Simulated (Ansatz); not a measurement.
Rh (P6_3/mmc, No. 194): the geometry relaxed with DFT PBE, scalar-relativistic, plane waves, PAW (Ansatz 0.2.0); the starting structure was generated, so it need not be a known form of this composition.

```yaml
crystal:
  lattice:
    - [2.72471, 0.00000, 0.00000]
    - [-1.36236, 2.35967, 0.00000]
    - [0.00000, 0.00000, 4.38469]
  atoms:
    - { symbol: Rh, position: [0.33333, 0.66667, 0.75000] }
    - { symbol: Rh, position: [0.66667, 0.33333, 0.25000] }
```

Q: What will a HAADF-like image along [101] show? Simulated incoherent Z contrast: every atom adds Z^1.7 spread by a probe of 0.50 Å full width; channelling and multiple scattering are left out. Shot noise was added.

A: The columns repeat on a centred rectangular net of 2.31 × 4.72 Å (plane group c2mm). All columns are alike (Rh). The shortest distance between visible columns is 0.79 Å in projection. Along the beam the structure repeats every 5.16 Å.

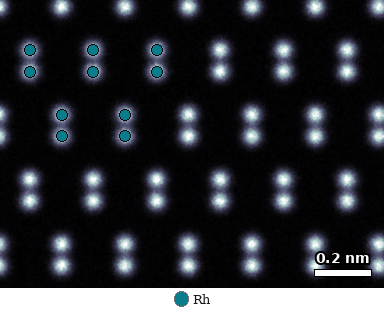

The simulated image, with the columns of the model marked in one corner.
